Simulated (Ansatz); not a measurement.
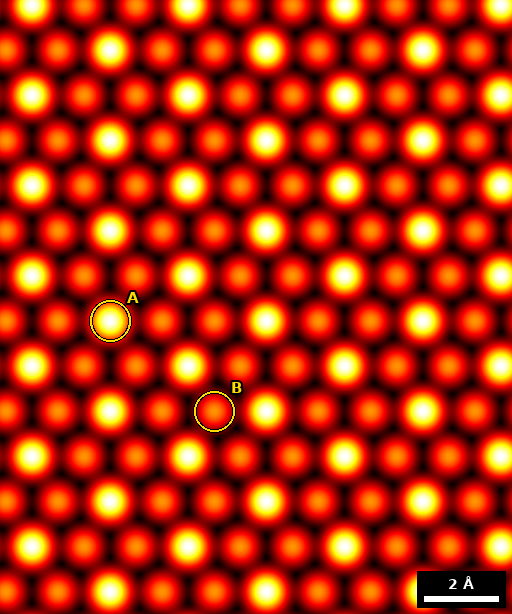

HAADF-like image of Cr (P6_3/mmc, No. 194) along [001]. The image is simulated as a sum over atoms of Z^1.7, blurred by a 0.83 Å probe (no channelling). The display is stretched by a gamma of 0.65; percentages refer to the linear signal. Model: coordinates from a relaxation with DFT PBEsol, scalar-relativistic, plane waves, PAW (Ansatz 0.2.0); the starting structure was generated, so it need not be a known form of this composition.

```yaml
crystal:
  lattice:
    - [2.46827, 0.00000, 0.00000]
    - [-1.23414, 2.13758, 0.00000]
    - [0.00000, 0.00000, 8.69598]
  atoms:
    - { symbol: Cr, position: [0.00000, 0.00000, 0.00000] }
    - { symbol: Cr, position: [0.33333, 0.66667, 0.25000] }
    - { symbol: Cr, position: [0.00000, 0.00000, 0.50000] }
    - { symbol: Cr, position: [0.66667, 0.33333, 0.75000] }
```

Assign the marked columns.

A: Cr (2 Cr per 8.70 Å along the beam; the brightest kind). B: Cr (1 Cr per 8.70 Å along the beam; about 45 % of the brightest peak). Brightness is counted from the darkest point of the image.
